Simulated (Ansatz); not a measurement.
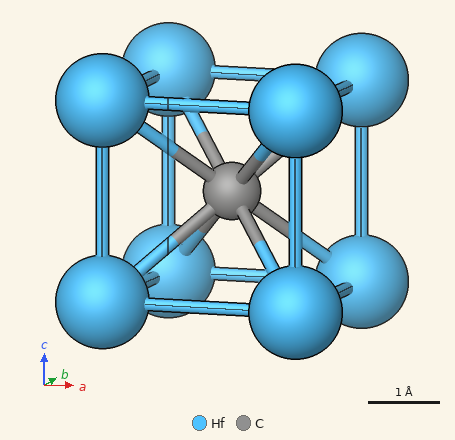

Ball-and-stick drawing of the structure, looking slightly off an axis. Atoms at the boundary of the conventional unit cell (the box) are drawn once for each face, edge or corner they touch.

HfC, caesium chloride (CsCl, B2) type, space group Pm-3m (No. 221), a = 2.901 Å, b = 2.901 Å, c = 2.901 Å, α = 90.00°, β = 90.00°, γ = 90.00°. The initial geometry was a structure type filled with these elements by a generator (whether the compound takes this form wasn't checked). Earlier steps of the study may have refined or changed the cell and positions. It was run through Ansatz as a DFT input.

This one geometry was computed with Ansatz (DFT, plane waves, PAW) at five levels of theory: PBE, PBE with spin-orbit coupling, r2SCAN, LDA and PBEsol.

### Which level gives the highest pressure at this volume, and what does that say about its equilibrium volume?

Highest: PBE (0.0 GPa) and PBE with spin-orbit coupling (-0.3 GPa), which points to the largest equilibrium volume. Lowest, with the smallest volume: LDA (-12.3 GPa). Levels within 0.5 GPa of each other can't be told apart.

### How does the band gap change with the level of theory?

All levels give a metal.

### Collect the results in a table.

| level | cutoff (eV) | k-mesh of the run's cell | gap (eV) | pressure (GPa) |
| --- | --- | --- | --- | --- |
| PBE | 420 | 12×12×12 | metal | 0.0 |
| PBE with spin-orbit coupling | 420 | 12×12×12 | metal | -0.3 |
| r2SCAN | 500 | 12×12×12 | metal | -2.9 |
| LDA | 420 | 12×12×12 | metal | -12.3 |
| PBEsol | 420 | 12×12×12 | metal | -6.9 |

Gaps are taken on the k-mesh or band path of each run.
